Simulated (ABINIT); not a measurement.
**BAs: geometry relaxation (part 1 of 2)**

BAs (2 atoms in the cell), computed with Kohn-Sham DFT of a periodic cell, PBE, JTH PAW PBE v2.0, no spin polarisation (ABINIT 10.8.3).

The structure derives from an entry of the Crystallography Open Database.

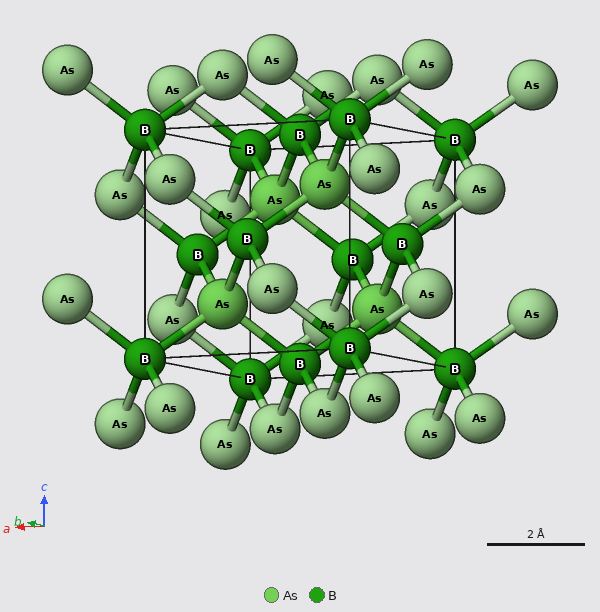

*The input geometry (ball-and-stick view of the cell 4 times as large as that of the calculation, set on its symmetry axes, seen at an oblique angle; neighbours outside the cell are drawn fainter).*

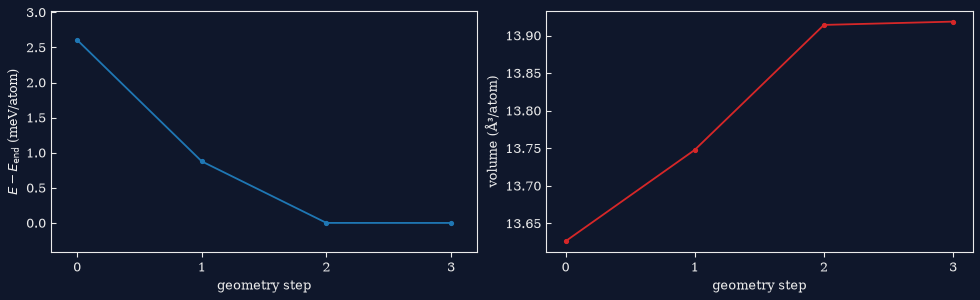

*Progress of the relaxation, step by step (steps are counted from 0).*

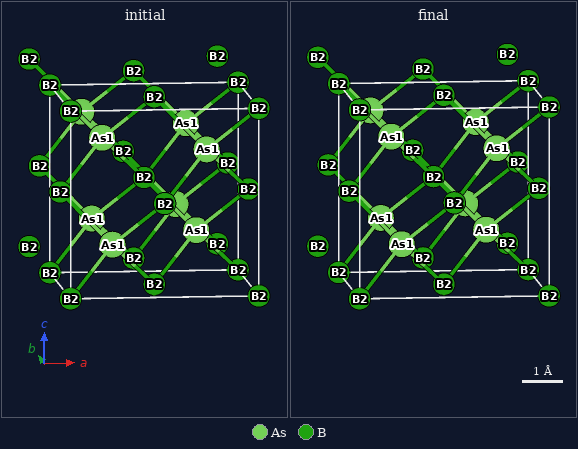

*Before (left) and after (right) the relaxation, at one scale (ball-and-stick view of the cell 4 times as large as that of the calculation, set on its symmetry axes, repeated 1 × 2 × 1, seen at an oblique angle).*

No atom moves by more than 0.005 Å relative to the cell. Cell: a = b = c 4.777 → 4.811 Å (+0.7 %). Volume +2.1 %. Among the contacts that change: As1–B2 2.069 → 2.083 Å. The space group stays F-43m (No. 216). Over 3 geometry steps the energy falls by 2.6 meV per atom. All forces vanish by symmetry, so only the cell relaxes. (Atoms are counted from 1 in the order of the input.)

The input and output of the run follow.

### Input file
```
# Pseudopotentials
pp_dirpath "./"
pseudos "As.GGA_PBE-JTH.xml, B.GGA_PBE-JTH.xml"

# Structure
acell 6.3832096775 6.3832096775 6.3832096775
rprim
     0.0000000000     0.7071067812     0.7071067812
     0.7071067812     0.0000000000     0.7071067812
     0.7071067812     0.7071067812     0.0000000000
ntypat 2
znucl 33 5
natom 2
typat 1 2
chkprim 0
chksymtnons 0
tolsym 1.0e-6
xred
            3/4            3/4            3/4
            0.0            0.0            0.0

# Plane-wave basis
ecut 408.170794 eV
pawecutdg 30.0
ecutsm 0.5

# k points
kptopt 1
ngkpt 8 8 8
nshiftk 1
shiftk 0.0 0.0 0.0

# Exchange and correlation
ixc 11

# Bands and occupations
nband 13
occopt 3
tsmear 0.05 eV

# SCF cycle
nstep 80
tolvrs 1.0e-10

# Output
iomode 3
prteig 0
prtebands 0
prtwf 0
prtden 0

# Relaxation
ionmov 2
optcell 2
ntime 50
tolmxf 2.0e-5
dilatmx 1.08
```

Run as:
```bash
abinit run.abi > log 2>&1
```

### The program's output
```
.Version 10.8.3 of ABINIT
 Symmetries : space group F-4 3 m (#216); Bravais cF (face-center cubic)
================================================================================
 Values of the parameters that define the memory need of the present run
     intxc =       0    ionmov =       2      iscf =      17    lmnmax =      18
     lnmax =       6     mgfft =      27  mpssoang =       3    mqgrid =    3001
     natom =       2  nloc_mem =       2    nspden =       1   nspinor =       1
    nsppol =       1      nsym =      24    n1xccc =       1    ntypat =       2
    occopt =       3   xclevel =       2
       mpw =         660          nfft =       19683          nkpt =          29
 PAW method is used; the additional fine FFT grid is defined by:
   mgfftf=        36    nfftf =     46656
================================================================================
================================================================================

--------------------------------------------------------------------------------
------------- Echo of variables that govern the present computation ------------
--------------------------------------------------------------------------------
 -outvars: echo values of preprocessed input variables --------
            acell      6.3832096775E+00  6.3832096775E+00  6.3832096775E+00 Bohr
              amu      7.49215900E+01  1.08110000E+01
          chkprim           0
      chksymtnons           0
          dilatmx      1.08000000E+00
             ecut      1.50000000E+01 Hartree
           ecutsm      5.00000000E-01 Hartree
           ionmov           2
              ixc          11
         kptrlatt        8    0    0      0    8    0      0    0    8
          kptrlen      5.10656774E+01
            natom           2
            nband          13
            ngfft          27      27      27
          ngfftdg          36      36      36
             nkpt          29
            nstep          80
             nsym          24
            ntime          50
           ntypat           2
           occopt           3
          optcell           2
        pawecutdg      3.00000000E+01 Hartree
         pawxcdev           0
           prtden           0
        prtebands           0
           prteig           0
            prtwf           0
            rprim      0.0000000000E+00  7.0710678120E-01  7.0710678120E-01
                       7.0710678120E-01  0.0000000000E+00  7.0710678120E-01
                       7.0710678120E-01  7.0710678120E-01  0.0000000000E+00
          spgroup         216
           tolmxf      2.00000000E-05
           tolsym      1.00000000E-06
           tolvrs      1.00000000E-10
           tsmear      1.83746611E-03 Hartree
            typat      1  2
           useylm           1
           xangst      3.5827499977E+00  3.5827499977E+00  3.5827499977E+00
                       0.0000000000E+00  0.0000000000E+00  0.0000000000E+00
            xcart      6.7704162732E+00  6.7704162732E+00  6.7704162732E+00
                       0.0000000000E+00  0.0000000000E+00  0.0000000000E+00
             xred      7.5000000000E-01  7.5000000000E-01  7.5000000000E-01
                       0.0000000000E+00  0.0000000000E+00  0.0000000000E+00
            znucl       33.00000    5.00000

================================================================================

 chkinp: Checking input parameters for consistency.

================================================================================
== DATASET  1 ==================================================================

--- !DatasetInfo
iteration_state: {dtset: 1, }
dimensions: {natom: 2, nkpt: 29, mband: 13, nsppol: 1, nspinor: 1, nspden: 1, mpw: 660, }
cutoff_energies: {ecut:  15.0, pawecutdg:  30.0, }
electrons: {nelect:   1.80000000E+01, charge:   0.00000000E+00, occopt:   3.00000000E+00, tsmear:   1.83746611E-03, }
meta: {optdriver: 0, ionmov: 2, optcell: 2, iscf: 17, paral_kgb: 0, }
...

 Exchange-correlation functional for the present dataset will be:
  GGA: Perdew-Burke-Ernzerhof functional - ixc=11
  J.P.Perdew, K.Burke, M.Ernzerhof, PRL 77, 3865 (1996)

 Real(R)+Recip(G) space primitive vectors, cartesian coordinates (Bohr,Bohr^-1):
 R(1)=  0.0000000  4.5136108  4.5136108  G(1)= -0.1107761  0.1107761  0.1107761
 R(2)=  4.5136108  0.0000000  4.5136108  G(2)=  0.1107761 -0.1107761  0.1107761
 R(3)=  4.5136108  4.5136108  0.0000000  G(3)=  0.1107761  0.1107761 -0.1107761
 Unit cell volume ucvol=  1.8390873E+02 bohr^3
 Angles (23,13,12)=  6.00000000E+01  6.00000000E+01  6.00000000E+01 degrees

 Coarse grid specifications (used for wave-functions):

 getcut: wavevector=  0.0000  0.0000  0.0000  ngfft=  27  27  27
         ecut(hartree)=     17.496   => boxcut(ratio)=   2.16641

 Fine grid specifications (used for densities):

 getcut: wavevector=  0.0000  0.0000  0.0000  ngfft=  36  36  36
         ecut(hartree)=     34.992   => boxcut(ratio)=   2.11794

--- Pseudopotential description ------------------------------------------------
- pspini: atom type   1  psp file is ./As.GGA_PBE-JTH.xml
 Pseudopotential format is: paw10
 basis_size (lnmax)=  6 (lmn_size= 18), orbitals=   0   0   1   1   2   2
 Spheres core radius: rc_sph= 2.10391912
 Shapefunction is BESSEL type: shapef(r,l)=aa(1,l)*jl(q(1,l)*r)+aa(2,l)*jl(q(2,l)*r)
 Radius for shape functions =  1.70360438
 Compensation charge density is not taken into account in XC energy/potential

- pspini: atom type   2  psp file is ./B.GGA_PBE-JTH.xml
 Pseudopotential format is: paw10
 basis_size (lnmax)=  4 (lmn_size=  8), orbitals=   0   0   1   1
 Spheres core radius: rc_sph= 1.70616958
 Shapefunction is SIN type: shapef(r)=[sin(pi*r/rshp)/(pi*r/rshp)]**2
 Radius for shape functions =  1.40269776
 Compensation charge density is not taken into account in XC energy/potential

   4.97343271E+02                                ecore*ucvol(ha*bohr**3)
--------------------------------------------------------------------------------

================================================================================

=== [ionmov= 2] Broyden-Fletcher-Goldfarb-Shanno method (forces)
================================================================================

--- Iteration: ( 1/50) Internal Cycle: (1/1)
--------------------------------------------------------------------------------

---SELF-CONSISTENT-FIELD CONVERGENCE--------------------------------------------

--- !BeginCycle
iteration_state: {dtset: 1, itime: 1, icycle: 1, }
solver: {iscf: 17, nstep: 80, nline: 4, wfoptalg: 10, }
tolerances: {tolvrs: 1.00E-10, }
...

     iter   Etot(hartree)      deltaE(h)  residm     nres2
 ETOT  1  -116.14091756569    -1.161E+02 4.323E+01 4.941E+00
 ETOT  2  -116.73532428714    -5.944E-01 1.650E-02 9.661E-01
 ETOT  3  -116.73292562269     2.399E-03 1.638E-02 2.000E-01
 ETOT  4  -116.73262916385     2.965E-04 1.768E-03 6.430E-03
 ETOT  5  -116.73265856108    -2.940E-05 4.650E-04 1.434E-03
 ETOT  6  -116.73267662017    -1.806E-05 1.731E-04 1.989E-04
 ETOT  7  -116.73267613936     4.808E-07 3.534E-05 8.585E-06
 ETOT  8  -116.73267619227    -5.291E-08 1.248E-05 9.033E-07
 ETOT  9  -116.73267619114     1.123E-09 2.557E-06 3.434E-07
 ETOT 10  -116.73267619048     6.584E-10 9.340E-07 2.774E-09
 ETOT 11  -116.73267619051    -2.545E-11 1.867E-07 7.544E-10
 ETOT 12  -116.73267619051     1.620E-12 7.150E-08 1.261E-10
 ETOT 13  -116.73267619051     6.111E-13 1.409E-08 1.701E-11

 At SCF step   13       nres2   =  1.70E-11 < tolvrs=  1.00E-10 =>converged.

 Cartesian components of stress tensor (hartree/bohr^3)
  sigma(1 1)= -9.88436158E-05  sigma(3 2)=  0.00000000E+00
  sigma(2 2)= -9.88436158E-05  sigma(3 1)=  0.00000000E+00
  sigma(3 3)= -9.88436158E-05  sigma(2 1)=  0.00000000E+00

--- !ResultsGS
iteration_state: {dtset: 1, itime: 1, icycle: 1, }
comment   : Summary of ground state results
lattice_vectors:
- [  0.0000000,   4.5136108,   4.5136108, ]
- [  4.5136108,   0.0000000,   4.5136108, ]
- [  4.5136108,   4.5136108,   0.0000000, ]
lattice_lengths: [   6.38321,    6.38321,    6.38321, ]
lattice_angles: [ 60.000,  60.000,  60.000, ] # degrees, (23, 13, 12)
lattice_volume:   1.8390873E+02
convergence: {deltae:  6.111E-13, res2:  1.701E-11, residm:  1.409E-08, diffor: null, }
etotal    :  -1.16732676E+02
entropy   :   0.00000000E+00
fermie    :   2.81039920E-01
cartesian_stress_tensor: # hartree/bohr^3
- [ -9.88436158E-05,   0.00000000E+00,   0.00000000E+00, ]
- [  0.00000000E+00,  -9.88436158E-05,   0.00000000E+00, ]
- [  0.00000000E+00,   0.00000000E+00,  -9.88436158E-05, ]
pressure_GPa:   2.9081E+00
xred      :
- [  7.5000E-01,   7.5000E-01,   7.5000E-01, As]
- [  0.0000E+00,   0.0000E+00,   0.0000E+00,  B]
cartesian_forces: # hartree/bohr
- [ -2.33031729E-31,  -2.33031729E-31,   6.99095187E-31, ]
- [  2.33031729E-31,   2.33031729E-31,  -6.99095187E-31, ]
force_length_stats: {min:   7.72878809E-31, max:   7.72878809E-31, mean:   7.72878809E-31, }
...

 Integrated electronic density in atomic spheres:
 ------------------------------------------------
 Atom  Sphere_radius  Integrated_density
    1        2.10392         12.80767746
    2        1.70617          1.75431652

---OUTPUT-----------------------------------------------------------------------

 Cartesian coordinates (xcart) [bohr]
  6.77041627317257E+00  6.77041627317257E+00  6.77041627317257E+00
  0.00000000000000E+00  0.00000000000000E+00  0.00000000000000E+00
 Reduced coordinates (xred)
  7.50000000000000E-01  7.50000000000000E-01  7.50000000000000E-01
  0.00000000000000E+00  0.00000000000000E+00  0.00000000000000E+00
 Cartesian forces (fcart) [Ha/bohr]; max,rms= 6.99095E-31 4.46222E-31 (free atoms)
 -2.33031729037647E-31 -2.33031729037646E-31  6.99095187112939E-31
  2.33031729037647E-31  2.33031729037646E-31 -6.99095187112939E-31
 Gradient of E wrt nuclear positions in reduced coordinates (gred)
 -2.10362908058936E-30 -2.10362908058936E-30  2.10362908058936E-30
  2.10362908058936E-30  2.10362908058936E-30 -2.10362908058936E-30
 Scale of Primitive Cell (acell) [bohr]
  6.38320967750000E+00  6.38320967750000E+00  6.38320967750000E+00
 Real space primitive translations (rprimd) [bohr]
  0.00000000000000E+00  4.51361084878172E+00  4.51361084878172E+00
  4.51361084878172E+00  0.00000000000000E+00  4.51361084878172E+00
  4.51361084878172E+00  4.51361084878172E+00  0.00000000000000E+00
 Unitary Cell Volume (ucvol) [Bohr^3]=  1.83908725060463E+02
 Angles (23,13,12)= [degrees]
  6.00000000000000E+01  6.00000000000000E+01  6.00000000000000E+01
 Lengths [Bohr]
  6.38320967762144E+00  6.38320967762144E+00  6.38320967762144E+00
 Stress tensor in cartesian coordinates (strten) [Ha/bohr^3]
 -9.88436158086085E-05  0.00000000000000E+00  0.00000000000000E+00
  0.00000000000000E+00 -9.88436158086067E-05  0.00000000000000E+00
  0.00000000000000E+00  0.00000000000000E+00 -9.88436158086067E-05
 Total energy (etotal) [Ha]= -1.16732676190507E+02

--- Iteration: ( 2/50) Internal Cycle: (1/1)
--------------------------------------------------------------------------------

---SELF-CONSISTENT-FIELD CONVERGENCE--------------------------------------------

--- !BeginCycle
iteration_state: {dtset: 1, itime: 2, icycle: 1, }
solver: {iscf: 17, nstep: 80, nline: 4, wfoptalg: 10, }
tolerances: {tolvrs: 1.00E-10, }
...

     iter   Etot(hartree)      deltaE(h)  residm     nres2
 ETOT  1  -116.73424514577    -1.167E+02 8.400E-05 2.746E-01
 ETOT  2  -116.73293740803     1.308E-03 1.717E-05 1.270E-02
 ETOT  3  -116.73281306187     1.243E-04 1.338E-05 4.143E-03
 ETOT  4  -116.73280139120     1.167E-05 1.511E-05 1.784E-04
 ETOT  5  -116.73280312434    -1.733E-06 1.396E-06 2.623E-05
 ETOT  6  -116.73280328939    -1.650E-07 4.051E-08 3.896E-06
 ETOT  7  -116.73280332477    -3.539E-08 3.275E-09 8.079E-07
 ETOT  8  -116.73280332648    -1.709E-09 2.721E-09 2.660E-08
 ETOT  9  -116.73280332675    -2.649E-10 3.176E-10 1.693E-09
 ETOT 10  -116.73280332676    -1.030E-11 1.916E-11 8.842E-10
 ETOT 11  -116.73280332676     2.359E-12 4.002E-12 9.937E-12

 At SCF step   11       nres2   =  9.94E-12 < tolvrs=  1.00E-10 =>converged.

 Cartesian components of stress tensor (hartree/bohr^3)
  sigma(1 1)= -5.64330391E-05  sigma(3 2)=  0.00000000E+00
  sigma(2 2)= -5.64330391E-05  sigma(3 1)=  0.00000000E+00
  sigma(3 3)= -5.64330391E-05  sigma(2 1)=  0.00000000E+00
```
